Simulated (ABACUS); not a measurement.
## Band-structure run, with input and output: MgO (part 1 of 2)

- system: MgO (Fm-3m, 2 atoms in the cell)
- method: Kohn-Sham DFT of a periodic cell, revPBE, GBRV ultrasoft 1.5 PBE, no spin polarisation (ABACUS 3.10.1)

The structure derives from a Materials Project entry.

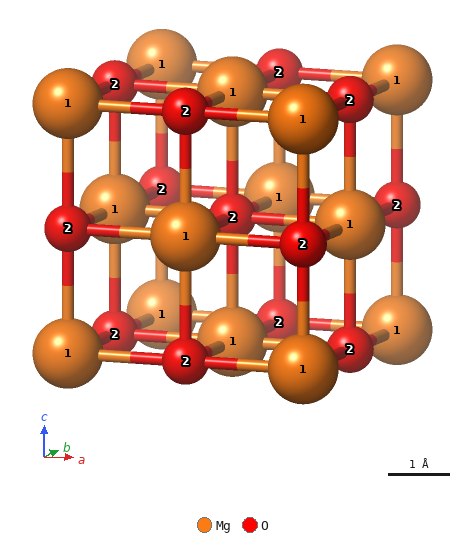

Figure 1. The input geometry (ball-and-stick view of the cell 4 times as large as that of the calculation, set on its symmetry axes, seen slightly off an axis; atoms are numbered from 1 in the order of the input). Near neighbours in the crystal (not all of them lie inside the picture): Mg has 6 O at 2.10 Å; O has 6 Mg at 2.10 Å.

Summary:

```json
{"quantity": "outcome", "value": "converged"}
{"quantity": "space group (tolerance 0.01 Å)", "value": "Fm-3m (225)"}
{"quantity": "electrons treated", "value": "16"}
{"quantity": "free energy", "value": "−2149.0849 eV"}
{"quantity": "Fermi energy of the self-consistent step", "value": "10.625 eV"}
{"quantity": "gap on the k-point mesh", "value": "5.02 eV"}
{"quantity": "pressure", "value": "10.69 GPa"}
{"quantity": "largest force (length of the vector)", "value": "under 0.001 eV/Å"}
{"quantity": "hardware", "value": "4 threads of Intel Xeon (Sapphire Rapids), 16 GiB of memory available, shared host"}
{"quantity": "wall time", "value": "6 s (CPU time 22 s)"}
{"quantity": "peak memory", "value": "0.44 GiB"}
```

The cell is under a pressure of 10.7 GPa at this level, so it is not at its equilibrium volume.

Input:
```python
"""ABACUS run from a structure file: ASE reads it, the script writes STRU, KPT and INPUT."""
import re
import subprocess
import spglib
from ase import Atoms
from ase.io import read
from ase.units import Bohr

atoms = read("MgO.cif")
cell, frac, numbers = spglib.standardize_cell((atoms.cell[:], atoms.get_scaled_positions(), atoms.numbers), to_primitive=True, symprec=1e-4)
atoms = Atoms(numbers=numbers, cell=cell, scaled_positions=frac, pbc=True)  # the primitive cell
atoms = atoms[(-atoms.numbers).argsort(kind="stable")]  # ABACUS lists atoms element by element
pseudo = {'Mg': 'mg_pbe_v1.4.uspp.F.UPF', 'O': 'o_pbe_v1.2.uspp.F.UPF'}
orbital = {}
magmoms = None
kmesh = [9, 9, 9]
params = {
    'suffix': 'MgO',
    'calculation': 'scf',
    'basis_type': 'pw',
    'pseudo_dir': './',
    'symmetry': 1,
    'dft_functional': 'revpbe',
    'ecutwfc': 40,
    'pseudo_rcut': 10,
    'nspin': 1,
    'nbands': 18,
    'ks_solver': 'dav',
    'smearing_method': 'fd',
    'smearing_sigma': 0.00367493,
    'scf_thr': 1e-08,
    'scf_nmax': 100,
    'mixing_type': 'broyden',
    'mixing_beta': 0.7,
    'cal_force': 1,
    'cal_stress': 1,
    'ecutrho': 320,
    'out_chg': 1,
    'kpar': 4,
}

symbols = atoms.get_chemical_symbols()
elements = list(dict.fromkeys(symbols))
lines = ["ATOMIC_SPECIES"] + [f"{e} {atoms.get_masses()[symbols.index(e)]:.4f} {pseudo[e]}" for e in elements]
if orbital:
    lines += ["", "NUMERICAL_ORBITAL"] + [orbital[e] for e in elements]
lines += ["", "LATTICE_CONSTANT", f"{1 / Bohr:.10f}", "", "LATTICE_VECTORS"]
lines += [" ".join(f"{x:.10f}" for x in v) for v in atoms.cell]
lines += ["", "ATOMIC_POSITIONS", "Direct"]
for e in elements:
    lines += ["", e, "0.0", str(symbols.count(e))]
    for i, p in enumerate(atoms.get_scaled_positions(wrap=False)):
        if symbols[i] == e:
            mag = "" if magmoms is None else " mag " + " ".join(str(x) for x in (magmoms[i] if isinstance(magmoms[i], list) else [magmoms[i]]))
            lines.append(" ".join(f"{x:.10f}" for x in p) + " 1 1 1" + mag)
open("STRU", "w").write("\n".join(lines) + "\n")
open("KPT", "w").write("K_POINTS\n0\nGamma\n%d %d %d 0 0 0\n" % tuple(kmesh))
open("INPUT", "w").write("INPUT_PARAMETERS\n" + "".join(f"{k:<20s}{v}\n" for k, v in params.items()))

done = subprocess.run(['mpirun', '-np', '4', 'abacus'])
if done.returncode:
    raise SystemExit(done.returncode)
log = open("OUT.MgO/running_scf.log").read()
print("final energy (eV):", re.findall(r"FINAL_ETOT_IS (\S+)", log))
```

File MgO.cif:
```
data_MgO
_cell_length_a 4.19400279
_cell_length_b 4.19400279
_cell_length_c 4.19400279
_cell_angle_alpha 90.00000000
_cell_angle_beta 90.00000000
_cell_angle_gamma 90.00000000
_space_group_name_H-M_alt 'Fm-3m'
_space_group_name_Hall '-F 4 2 3'
_space_group_IT_number 225
loop_
_space_group_symop_operation_xyz
'x,y,z'
'-x,-y,-z'
'-y,x,z'
'y,-x,-z'
'-x,-y,z'
'x,y,-z'
'y,-x,z'
'-y,x,-z'
'x,-y,-z'
'-x,y,z'
'-y,-x,-z'
'y,x,z'
'-x,y,-z'
'x,-y,z'
'y,x,-z'
'-y,-x,z'
'z,x,y'
'-z,-x,-y'
'z,-y,x'
'-z,y,-x'
'z,-x,-y'
'-z,x,y'
'z,y,-x'
'-z,-y,x'
'-z,x,-y'
'z,-x,y'
'-z,-y,-x'
'z,y,x'
'-z,-x,y'
'z,x,-y'
'-z,y,x'
'z,-y,-x'
'y,z,x'
'-y,-z,-x'
'x,z,-y'
'-x,-z,y'
'-y,z,-x'
'y,-z,x'
'-x,z,y'
'x,-z,-y'
'-y,-z,x'
'y,z,-x'
'-x,-z,-y'
'x,z,y'
'y,-z,-x'
'-y,z,x'
'x,-z,y'
'-x,z,-y'
'x,y+1/2,z+1/2'
'-x,-y+1/2,-z+1/2'
'-y,x+1/2,z+1/2'
'y,-x+1/2,-z+1/2'
'-x,-y+1/2,z+1/2'
'x,y+1/2,-z+1/2'
'y,-x+1/2,z+1/2'
'-y,x+1/2,-z+1/2'
'x,-y+1/2,-z+1/2'
'-x,y+1/2,z+1/2'
'-y,-x+1/2,-z+1/2'
'y,x+1/2,z+1/2'
'-x,y+1/2,-z+1/2'
'x,-y+1/2,z+1/2'
'y,x+1/2,-z+1/2'
'-y,-x+1/2,z+1/2'
'z,x+1/2,y+1/2'
'-z,-x+1/2,-y+1/2'
'z,-y+1/2,x+1/2'
'-z,y+1/2,-x+1/2'
'z,-x+1/2,-y+1/2'
'-z,x+1/2,y+1/2'
'z,y+1/2,-x+1/2'
'-z,-y+1/2,x+1/2'
'-z,x+1/2,-y+1/2'
'z,-x+1/2,y+1/2'
'-z,-y+1/2,-x+1/2'
'z,y+1/2,x+1/2'
'-z,-x+1/2,y+1/2'
'z,x+1/2,-y+1/2'
'-z,y+1/2,x+1/2'
'z,-y+1/2,-x+1/2'
'y,z+1/2,x+1/2'
'-y,-z+1/2,-x+1/2'
'x,z+1/2,-y+1/2'
'-x,-z+1/2,y+1/2'
'-y,z+1/2,-x+1/2'
'y,-z+1/2,x+1/2'
'-x,z+1/2,y+1/2'
'x,-z+1/2,-y+1/2'
'-y,-z+1/2,x+1/2'
'y,z+1/2,-x+1/2'
'-x,-z+1/2,-y+1/2'
'x,z+1/2,y+1/2'
'y,-z+1/2,-x+1/2'
'-y,z+1/2,x+1/2'
'x,-z+1/2,y+1/2'
'-x,z+1/2,-y+1/2'
'x+1/2,y,z+1/2'
'-x+1/2,-y,-z+1/2'
'-y+1/2,x,z+1/2'
'y+1/2,-x,-z+1/2'
'-x+1/2,-y,z+1/2'
'x+1/2,y,-z+1/2'
'y+1/2,-x,z+1/2'
'-y+1/2,x,-z+1/2'
'x+1/2,-y,-z+1/2'
'-x+1/2,y,z+1/2'
'-y+1/2,-x,-z+1/2'
'y+1/2,x,z+1/2'
'-x+1/2,y,-z+1/2'
'x+1/2,-y,z+1/2'
'y+1/2,x,-z+1/2'
'-y+1/2,-x,z+1/2'
'z+1/2,x,y+1/2'
'-z+1/2,-x,-y+1/2'
'z+1/2,-y,x+1/2'
'-z+1/2,y,-x+1/2'
'z+1/2,-x,-y+1/2'
'-z+1/2,x,y+1/2'
'z+1/2,y,-x+1/2'
'-z+1/2,-y,x+1/2'
'-z+1/2,x,-y+1/2'
'z+1/2,-x,y+1/2'
'-z+1/2,-y,-x+1/2'
'z+1/2,y,x+1/2'
'-z+1/2,-x,y+1/2'
'z+1/2,x,-y+1/2'
'-z+1/2,y,x+1/2'
'z+1/2,-y,-x+1/2'
'y+1/2,z,x+1/2'
'-y+1/2,-z,-x+1/2'
'x+1/2,z,-y+1/2'
'-x+1/2,-z,y+1/2'
'-y+1/2,z,-x+1/2'
'y+1/2,-z,x+1/2'
'-x+1/2,z,y+1/2'
'x+1/2,-z,-y+1/2'
'-y+1/2,-z,x+1/2'
'y+1/2,z,-x+1/2'
'-x+1/2,-z,-y+1/2'
'x+1/2,z,y+1/2'
'y+1/2,-z,-x+1/2'
'-y+1/2,z,x+1/2'
'x+1/2,-z,y+1/2'
'-x+1/2,z,-y+1/2'
'x+1/2,y+1/2,z'
'-x+1/2,-y+1/2,-z'
'-y+1/2,x+1/2,z'
'y+1/2,-x+1/2,-z'
'-x+1/2,-y+1/2,z'
'x+1/2,y+1/2,-z'
'y+1/2,-x+1/2,z'
'-y+1/2,x+1/2,-z'
'x+1/2,-y+1/2,-z'
'-x+1/2,y+1/2,z'
'-y+1/2,-x+1/2,-z'
'y+1/2,x+1/2,z'
'-x+1/2,y+1/2,-z'
'x+1/2,-y+1/2,z'
'y+1/2,x+1/2,-z'
'-y+1/2,-x+1/2,z'
'z+1/2,x+1/2,y'
'-z+1/2,-x+1/2,-y'
'z+1/2,-y+1/2,x'
'-z+1/2,y+1/2,-x'
'z+1/2,-x+1/2,-y'
'-z+1/2,x+1/2,y'
'z+1/2,y+1/2,-x'
'-z+1/2,-y+1/2,x'
'-z+1/2,x+1/2,-y'
'z+1/2,-x+1/2,y'
'-z+1/2,-y+1/2,-x'
'z+1/2,y+1/2,x'
'-z+1/2,-x+1/2,y'
'z+1/2,x+1/2,-y'
'-z+1/2,y+1/2,x'
'z+1/2,-y+1/2,-x'
'y+1/2,z+1/2,x'
'-y+1/2,-z+1/2,-x'
'x+1/2,z+1/2,-y'
'-x+1/2,-z+1/2,y'
'-y+1/2,z+1/2,-x'
'y+1/2,-z+1/2,x'
'-x+1/2,z+1/2,y'
'x+1/2,-z+1/2,-y'
'-y+1/2,-z+1/2,x'
'y+1/2,z+1/2,-x'
'-x+1/2,-z+1/2,-y'
'x+1/2,z+1/2,y'
'y+1/2,-z+1/2,-x'
'-y+1/2,z+1/2,x'
'x+1/2,-z+1/2,y'
'-x+1/2,z+1/2,-y'
loop_
_atom_site_label
_atom_site_type_symbol
_atom_site_symmetry_multiplicity
_atom_site_Wyckoff_symbol
_atom_site_fract_x
_atom_site_fract_y
_atom_site_fract_z
_atom_site_occupancy
Mg1 Mg 4 a 0.0000000000 0.0000000000 0.0000000000 1
O1 O 4 b 0.5000000000 0.0000000000 0.0000000000 1
```

File INPUT:
```
INPUT_PARAMETERS
suffix              MgO
calculation         scf
basis_type          pw
pseudo_dir          ./
symmetry            1
dft_functional      revpbe
ecutwfc             40
pseudo_rcut         10
nspin               1
nbands              18
ks_solver           dav
smearing_method     fd
smearing_sigma      0.00367493
scf_thr             1e-08
scf_nmax            100
mixing_type         broyden
mixing_beta         0.7
cal_force           1
cal_stress          1
ecutrho             320
out_chg             1
kpar                4
```

File STRU:
```
ATOMIC_SPECIES
Mg 24.3050 mg_pbe_v1.4.uspp.F.UPF
O 15.9990 o_pbe_v1.2.uspp.F.UPF

LATTICE_CONSTANT
1.8897261258

LATTICE_VECTORS
0.0000000000 2.0970013950 2.0970013950
2.0970013950 0.0000000000 2.0970013950
2.0970013950 2.0970013950 0.0000000000

ATOMIC_POSITIONS
Direct

Mg
0.0
1
0.0000000000 0.0000000000 -0.0000000000 1 1 1

O
0.0
1
0.5000000000 0.5000000000 0.5000000000 1 1 1
```

File KPT:
```
K_POINTS
0
Gamma
9 9 9 0 0 0
```

Command:
```bash
OMP_NUM_THREADS=1 python run_abacus.py > log
```

Output:
```
ABACUS v3.10.1

               Atomic-orbital Based Ab-initio Computation at UStc

 ------------------------------------------------------------------------------------

 READING GENERAL INFORMATION
                           global_out_dir = OUT.MgO/
                           global_in_card = INPUT
                               pseudo_dir = ./
                              orbital_dir =
                                    DSIZE = 4
                                    GSIZE = 1

 READING UNITCELL INFORMATION
                                    ntype = 2
                  lattice constant (Bohr) = 1.88973
              lattice constant (Angstrom) = 1

 READING ATOM TYPE 1
                               atom label = Mg
                      L=0, number of zeta = 1
                      L=1, number of zeta = 1
                      L=2, number of zeta = 1
             number of atom for this type = 1

 READING ATOM TYPE 2
                               atom label = O
                      L=0, number of zeta = 1
                      L=1, number of zeta = 1
                      L=2, number of zeta = 1
             number of atom for this type = 1

                        TOTAL ATOM NUMBER = 2
DIRECT COORDINATES
    atom                   x                   y                   z     mag                  vx                  vy                  vz
taud_Mg1            0.0000000000        0.0000000000        0.0000000000  0.0000        0.0000000000        0.0000000000        0.0000000000
taud_O1            0.5000000000        0.5000000000        0.5000000000  0.0000        0.0000000000        0.0000000000        0.0000000000

                          Volume (Bohr^3) = 124.458
                             Volume (A^3) = 18.4427

 Lattice vectors: (Cartesian coordinate: in unit of a_0)
                   +0              +2.097              +2.097
               +2.097                  +0              +2.097
               +2.097              +2.097                  +0
 Reciprocal vectors: (Cartesian coordinate: in unit of 2 pi/a_0)
            -0.238436           +0.238436           +0.238436
            +0.238436           -0.238436           +0.238436
            +0.238436           +0.238436           -0.238436
 The esolver type has been set to : ksdft_pw

                PAO radial cut off (Bohr) = 10

 Read in pseudopotential file is mg_pbe_v1.4.uspp.F.UPF
                     pseudopotential type = US
          exchange-correlation functional = PBE
                 nonlocal core correction = 0
                        valence electrons = 10
                                     lmax = 2
                           number of zeta = 3
                     number of projectors = 7
                           L of projector = 0
                           L of projector = 0
                           L of projector = 0
                           L of projector = 1
                           L of projector = 1
                           L of projector = 2
                           L of projector = 2
 XC functional updated to : revpbe
          exchange-correlation functional = REVPBE
                PAO radial cut off (Bohr) = 10

 Read in pseudopotential file is o_pbe_v1.2.uspp.F.UPF
                     pseudopotential type = US
          exchange-correlation functional = PBE
                 nonlocal core correction = 1
                        valence electrons = 6
                                     lmax = 2
                           number of zeta = 2
                     number of projectors = 5
                           L of projector = 0
                           L of projector = 0
                           L of projector = 1
                           L of projector = 1
                           L of projector = 2
 XC functional updated to : revpbe
          exchange-correlation functional = REVPBE
     initial pseudo atomic orbital number = 9

 SETUP THE ELECTRONS NUMBER
            electron number of element Mg = 10
      total electron number of element Mg = 10
             electron number of element O = 6
       total electron number of element O = 6
            AUTOSET number of electrons:  = 16
                           occupied bands = 8
                                   NBANDS = 18
                                   NLOCAL = 18

%%%%%%%%%%%%%%%%%%%%%%%%%%%%%%%%%%%%%%%%%%%%%%%%%%%%%%%%%%%%%%%%%%%%%%%%%%%%%%%%%%%%%%%%%%%%%%%%%%%%%%%%%%
 Warning: the number of valence electrons in pseudopotential > 2 for Mg: [Ne] 3s2
 Pseudopotentials with additional electrons can yield (more) accurate outcomes, but may be less efficient.
 If you're confident that your chosen pseudopotential is appropriate, you can safely ignore this warning.
%%%%%%%%%%%%%%%%%%%%%%%%%%%%%%%%%%%%%%%%%%%%%%%%%%%%%%%%%%%%%%%%%%%%%%%%%%%%%%%%%%%%%%%%%%%%%%%%%%%%%%%%%%

 SETUP THE PLANE WAVE BASIS
 energy cutoff for charge/potential (unit:Ry) = 160
            fft grid for charge/potential = [ 24, 24, 24 ]
                        fft grid division = [ 1, 1, 1 ]
        big fft grid for charge/potential = [ 32, 32, 32 ]
                                     nbxx = 32768
                                     nrxx = 13824

 SETUP PLANE WAVES FOR CHARGE/POTENTIAL
                    number of plane waves = 4279
                         number of sticks = 349

 PARALLEL PW FOR CHARGE/POTENTIAL
     PROC   COLUMNS(POT)             PW
        1            349           4279
 --------------- sum -------------------
        1            349           4279
                            number of |g| = 86
                                  max |g| = 14.2697
                                  min |g| = 0

 energy cutoff for dense charge/potential (unit:Ry) = 320
      fft grid for dense charge/potential = [ 32, 32, 32 ]
                                     nrxx = 32768

 SETUP PLANE WAVES FOR dense CHARGE/POTENTIAL
                    number of plane waves = 12039
                         number of sticks = 685

 PARALLEL PW FOR dense CHARGE/POTENTIAL
     PROC   COLUMNS(POT)             PW
        1            685          12039
 --------------- sum -------------------
        1            685          12039
                            number of |g| = 171
                                  max |g| = 28.8238
                                  min |g| = 0

----------- Double Check Mixing Parameters Begin ------------
mixing_type: broyden
mixing_beta: 0.7
mixing_gg0: 1
mixing_gg0_min: 0.1
mixing_ndim: 8
```
